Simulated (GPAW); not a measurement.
MoS2 (space group P-3m1, No. 164). Coordinates: a cell listed in the Materials Project, as set up for an electronic-structure calculation.

```
CELL_PARAMETERS angstrom
3.22746 0.00000 0.00000
-1.61373 2.79507 0.00000
0.00000 0.00000 6.31247
ATOMIC_POSITIONS crystal
Mo 0.00000 0.00000 0.50000
S 0.66667 0.33333 0.74468
S 0.33333 0.66667 0.25532
```

Bonds are taken as Mo–S below 2.7 Å. Simplification: prune 0- and 1-connected atoms, fold 2-connected ones into links.

What net does this leave?

The result is a binodal (3,6)-connected, two-periodic (layers) net: S is a 3-connected node; Mo is a 6-connected node, in the ratio 2:1. It is the kgd net, known from the layers of CdI2 (1T type). The layers lie parallel to (001).

```json
{"node": "S", "links": "3", "point symbol": "4³", "coordination sequence": "3 12 9 24 15 36 21 48 27 60"}
{"node": "Mo", "links": "6", "point symbol": "4⁶·6⁶·8³", "coordination sequence": "6 6 18 12 30 18 42 24 54 30"}
```

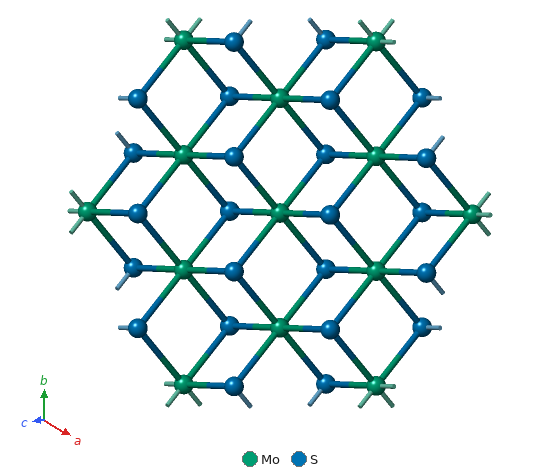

Nodes are coloured by topological kind. One layer is drawn. Edges to nodes outside the piece are drawn as stubs.
